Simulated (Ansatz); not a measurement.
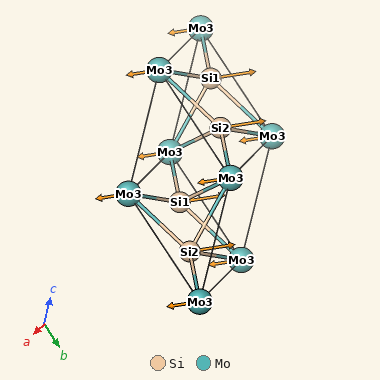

The system is Si₂Mo (I4/mmm, No. 139; 3 atoms in the cell); the picture shows the reference structure; orange arrows give the pattern of the mode. 
- The energy is mapped over a normal mode and a strain (zone-centre modes of the 3-atom cell of this scan) (x along [1 0 0], y along [0 1 0], z along [0 0 1] of the conventional cell).
- The first coordinate is: amplitude of mode 4 (278 cm⁻¹), largest displacement in the unstrained cell; the second: equal normal strain along x, y and z.
- Nothing is relaxed (the pattern is fixed in fractional coordinates).
- Grid: 11 × 7 points; 42 points were computed and 35 follow by symmetry.
- Points are written as (first, second).
- Energies: meV per cell, counted from the lowest grid point.
- All numbers below come from Ansatz, DFT PBEsol, scalar-relativistic, plane waves, PAW. Settings: cutoff 420 eV, k-mesh 18×18×18, gaussian smearing 0.15 eV, no spin polarisation.

Its coordinates:

```yaml
crystal:
  lattice:
    - [-1.59512, 1.59512, 3.91091]
    - [1.59512, -1.59512, 3.91091]
    - [1.59512, 1.59512, -3.91091]
  atoms:
    - { symbol: Si, position: [0.33506, 0.33506, 0.00000] }
    - { symbol: Si, position: [0.66494, 0.66494, 0.00000] }
    - { symbol: Mo, position: [0.00000, 0.00000, 0.00000] }
```

Range: amplitude of mode 4 (278 cm⁻¹), largest displacement in the unstrained cell from −0.154 to 0.154 Å; equal normal strain along x, y and z from −2.50 to 2.50 %.

Predict the map.

The lowest grid point is at (0.000 Å, 0.00 %). No other kind of well shows on this grid. The highest grid point, (−0.154 Å, −2.50 %), lies 555 meV above the lowest.

```tsv
second ↓, first →	−0.154	−0.123	−0.092	−0.062	−0.031	0.000	0.031	0.062	0.092	0.123	0.154
2.50	369	287	224	179	152	143	152	179	224	287	369
1.67	316	225	155	105	75	66	75	105	155	225	316
0.83	292	193	115	60	28	17	28	60	115	193	292
0.00	301	193	108	48	12	0	12	48	108	193	301
−0.83	346	228	136	70	31	18	31	70	136	228	346
−1.67	430	302	202	130	88	73	88	130	202	302	430
−2.50	555	416	308	231	185	169	185	231	308	416	555
```

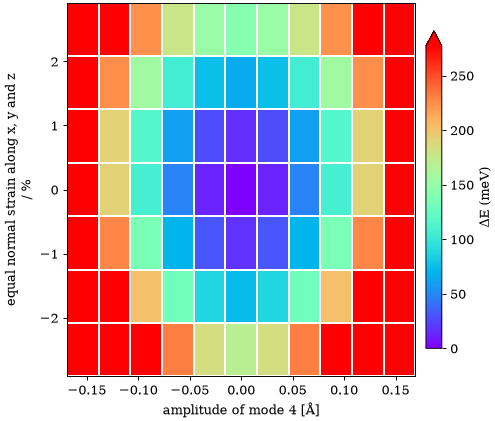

Drawn: one coloured cell a grid point, one colour for all values above the top of the scale.

Each point was launched as `ansatz run input.yaml --threads 2 --pin off --max-ram 4096MiB --backend cpu --events-out ev --progress --plain --runs-dir out`. The whole map (42 points run) took 19 min on 2 threads of Arm Neoverse V1, on a shared host.

PAW datasets: the set soft_1.
